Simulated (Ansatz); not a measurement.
System: Al2O.

```cif
data_structure
_symmetry_space_group_name_H-M 'P 1'
_symmetry_Int_Tables_number 1
_cell_length_a 5.0049
_cell_length_b 5.9276
_cell_length_c 6.2544
_cell_angle_alpha 90.000
_cell_angle_beta 90.000
_cell_angle_gamma 90.000
_cell_volume 185.55
loop_
_atom_site_label
_atom_site_type_symbol
_atom_site_fract_x
_atom_site_fract_y
_atom_site_fract_z
_atom_site_occupancy
Al1 Al 0.25000 0.00000 0.25000 1
Al2 Al 0.75000 0.50000 0.25000 1
Al3 Al 0.75000 0.00000 0.75000 1
Al4 Al 0.25000 0.50000 0.75000 1
Al5 Al 0.75000 0.00000 0.25000 1
Al6 Al 0.25000 0.50000 0.25000 1
Al7 Al 0.25000 0.00000 0.75000 1
Al8 Al 0.75000 0.50000 0.75000 1
O1 O 0.50000 0.00000 0.00000 1
O2 O 0.00000 0.50000 0.00000 1
O3 O 0.00000 0.00000 0.50000 1
O4 O 0.50000 0.50000 0.50000 1
```

Space group Fmmm; started from the random prototype, which need not be the ambient phase.

Method: DFT PBE, scalar-relativistic, plane waves, PAW in Ansatz 0.2.0.

### What can the converged valence pseudo-density and electron localisation function tell about the bonding?

Al–O (2.00 Å): ρ at the midpoint is about 0.46 e/Å³; the ELF peaks at about 0.80 in the valence shell of O, 0.6 Å from its nucleus, and is about 0.65 at the midpoint.

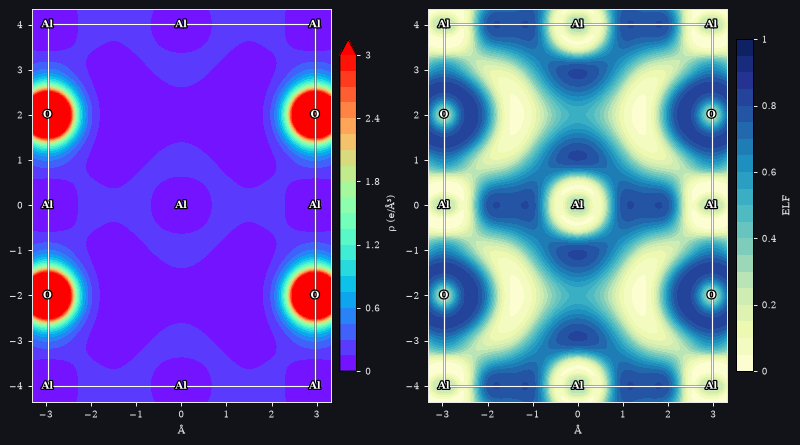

Computed valence pseudo-density and electron localisation function on the (101) plane of the conventional cell, in this order. 
